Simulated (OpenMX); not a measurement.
# A series of single points on Ge

System: Ge (I4₁/amd, 2 atoms in the cell).
Method: Kohn-Sham DFT of a periodic cell, PBE, OpenMX 2013 PBE set, no spin polarisation (OpenMX 3.8.5).

The 7 runs differ only in the geometry, by an even scaling of the cell at fixed fractional positions. The structure derives from a Materials Project entry.

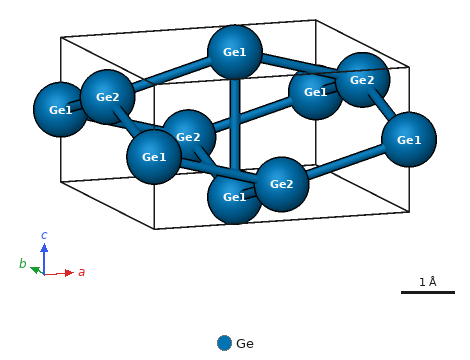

Figure 1. The structure of run 4 (ball-and-stick view of the cell 2 times as large as that of the calculation, set on its symmetry axes, seen slightly off an axis; atoms are numbered from 1 in the order of the input).

**Input of run 4**
```
System.CurrrentDirectory             ./
System.Name                          Ge
DATA.PATH                            ./DFT_DATA13
level.of.stdout                      1
level.of.fileout                     1
Species.Number                       1
<Definition.of.Atomic.Species
  Ge  Ge7.0-s3p2d2           Ge_PBE13
Definition.of.Atomic.Species>

Atoms.Number                         2
Atoms.SpeciesAndCoordinates.Unit     FRAC
<Atoms.SpeciesAndCoordinates
    1  Ge    0.5000000000    0.5000000000    0.0000000000   2.000  2.000
    2  Ge    0.2500000000    0.7500000000    0.5000000000   2.000  2.000
Atoms.SpeciesAndCoordinates>

Atoms.UnitVectors.Unit               Ang
<Atoms.UnitVectors
    -2.5744897190    2.5744897190    1.3974126432
     2.5744897190   -2.5744897190    1.3974126432
     2.5744897190    2.5744897190   -1.3974126432
Atoms.UnitVectors>

scf.XcType                           GGA-PBE
scf.SpinPolarization                 off
scf.ElectronicTemperature            580.226
scf.energycutoff                     300.0
scf.maxIter                          100
scf.EigenvalueSolver                 band
scf.Kgrid                            11 11 11
scf.Mixing.Type                      rmm-diisk
scf.Init.Mixing.Weight               0.05
scf.Min.Mixing.Weight                0.001
scf.Max.Mixing.Weight                0.3
scf.Mixing.History                   25
scf.Mixing.StartPulay                8
scf.criterion                        1.0e-8
scf.stress.tensor                    on
MD.Type                              nomd
```

Command:
```bash
openmx Ge.dat -nt 1 > Ge.std
```

Run 3 has the same physical settings and fractional positions; its lattice vectors (Å) are:
```
  -2.557211    2.557211    1.388034
   2.557211   -2.557211    1.388034
   2.557211    2.557211   -1.388034
```

**Results, with one run withheld**

| run | volume per atom (Å³) | free energy per atom, from the lowest run given (meV) |
| --- | --- | --- |
| 1 | 17.413 | 64.69 |
| 2 | 17.783 | 43.10 |
| 3 | 18.154 | ? |
| 4 | 18.524 | 14.28 |
| 5 | 18.895 | 6.03 |
| 6 | 19.265 | 1.37 |
| 7 | 19.636 | 0.00 |

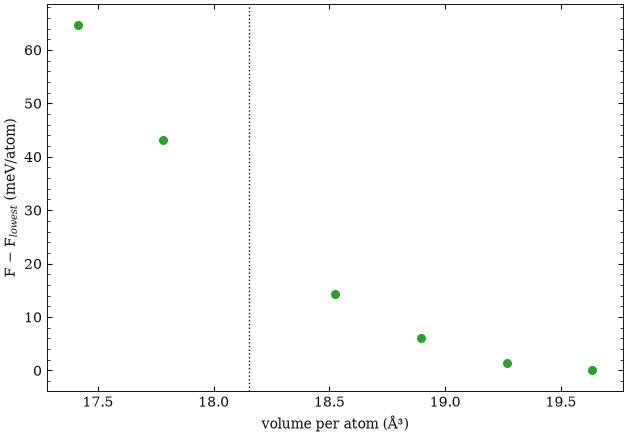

Figure 2. Free energy per atom of the runs given; the dotted line marks run 3.

What should run 3 give?

A cubic polynomial in V^(−2/3) (the Birch–Murnaghan form), fitted to the 6 runs given, misses them by at most 0.03 meV per atom. With x = V^(−2/3) − 0.14266 Å⁻², it reads F = 13.326 + 5148.6 x + 5.0207e+05 x² + 1.0133e+06 x³ (meV per atom). At run 3 it gives 26.45 meV per atom, and the run itself gives 26.48. The fit has its minimum at 19.624 Å³ per atom, where V d²F/dV² gives 66.7 GPa. Cell shape and fractional positions are held, so this is the stiffness under even scaling; the relaxed bulk modulus wasn't computed.

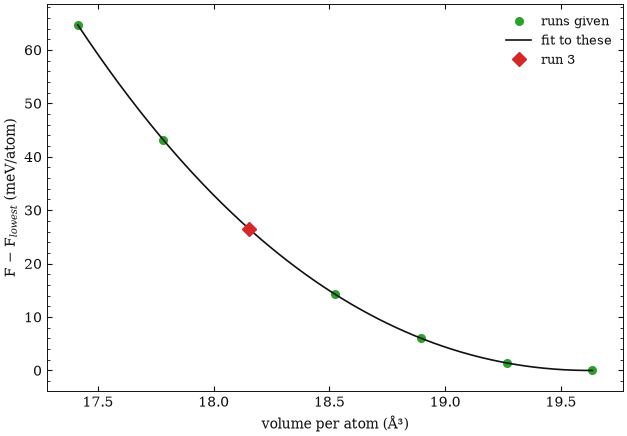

Figure 3. The fit and the withheld run.

**Some lines of the output (run 3)**
```
[...]
  Cell_Volume =    245.013247304349 (Bohr^3)
        Total energy (Hartree) at MD = 1
   kloop=0
   kloop=1
   kloop=665
```

Notes: With a small basis of atomic orbitals these values can differ much from converged plane-wave results.
